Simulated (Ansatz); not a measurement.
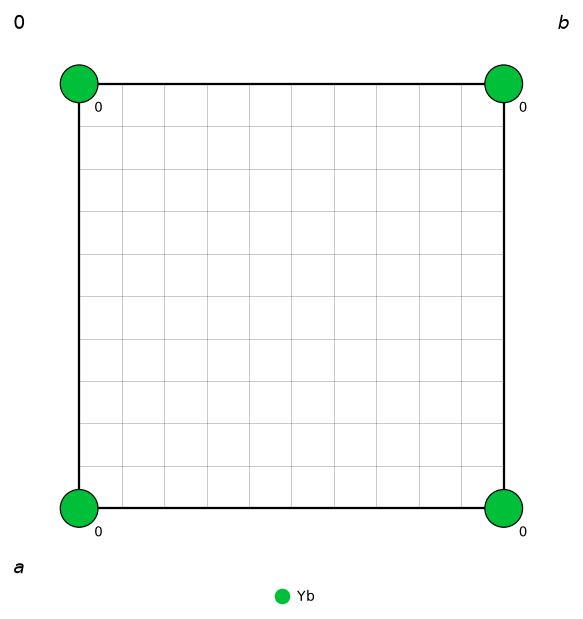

Plan of a unit cell projected along c (a down the page, b across); the numbers are heights as fractions of c, and atoms on the cell's edges are repeated. The grid marks tenths of a and b. Source: the input geometry of an electronic-structure calculation (not necessarily at equilibrium); the starting structure was generated, so it need not be a known form of this composition. The drawing is computed from the coordinates (standard cell, symmetry found to 0.002 Å).

a = 3.483 Å, b = 3.483 Å, c = 3.483 Å, α = 90.00°, β = 90.00°, γ = 90.00°.

### What does the cell contain?

1 Yb: Yb, Z = 1.

### Which space group?

Pm-3m, No. 221, primitive cubic.

### Give the fractional coordinates of all atoms, to two places.

| atom | x | y | z |
| --- | --- | --- | --- |
| Yb | 0.00 | 0.00 | 0.00 |
